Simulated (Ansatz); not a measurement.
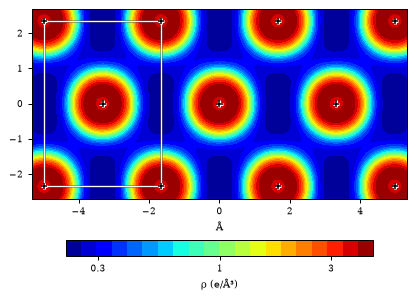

The valence electron density on a plane through atoms (crosses mark nuclei in the plane).

Computed with DFT PBE, scalar-relativistic, plane waves, PAW (Ansatz).

Candidates:
A. WSe, a = 3.15 Å, b = 3.15 Å, c = 7.71 Å, α = 90.00°, β = 90.00°, γ = 120.00°. Space group P6₃/mmc; started from the nickel arsenide prototype, which need not be the ambient phase.
B. Sn4O9 (cell with a defect), a = 5.81 Å, b = 5.81 Å, c = 5.81 Å, α = 108.08°, β = 108.08°, γ = 112.29°. 
C. Ta, a = 3.32 Å, b = 3.32 Å, c = 3.32 Å, α = 90.00°, β = 90.00°, γ = 90.00°. Space group Im-3m; a structure from a database of computed crystals, not necessarily the ambient phase; computed without spin polarisation.

> Which system is this?

Candidate C: Ta on the (011̄) plane of the conventional cell, which holds Ta. Ta–Ta (2.87 Å): the density is about 0.3 e/Å³ at the midpoint.
